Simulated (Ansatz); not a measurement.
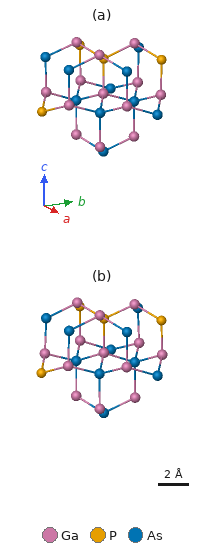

The structure of crystalline Ga48P21As27 (a generated structure, set up in P1) before (top) and after (bottom) a relaxation, at one scale.

A ball-and-stick model of the atoms within 5.0 Å of the atom that moves most (axes of the cell of the calculation), seen slightly off an axis.

Method: Ansatz 0.2.0, DFT, PBEsol, PAW, plane waves. Set-up: plane-wave cutoff 420 eV; k-point mesh 1 × 1 × 1; mesh shifted by (0.25, 0.25, 0.25); no spin polarisation; cell relaxed at fixed alpha, beta, gamma; force threshold 0.03 eV/Å; at most 80 steps.

### Describe what moved and what it gained.

The largest moves relative to the cell, 0.12 Å, are those of Ga atoms. By element the largest moves are Ga 0.12 Å, P 0.08 Å, As 0.07 Å. The drawn cell changes as follows: a 11.762 → 11.744 Å (−0.2 %), b 13.581 → 13.583 Å (0.0 %), c 12.917 → 12.926 Å (+0.1 %); the volume changes by −0.1 %. Near-neighbour distances that change, for instance: As–Ga 2.350 → 2.443 Å, Ga–P 2.458 → 2.372 Å, Ga–P 2.441 → 2.367 Å, As–Ga 2.366 → 2.424 Å. Among the angles between lasting bonds that change: As–Ga–As 110.6° → 105.0°, Ga–As–Ga 107.5° → 110.7°, P–Ga–As 108.0° → 111.1°. The space group stays P1 (No. 1). The energy falls by 16.9 meV per atom in 5 geometry steps. The largest force component goes from 1.1 to 0.016 eV/Å. Pressure: 0.21 GPa at the start and 0.00 GPa at the end.
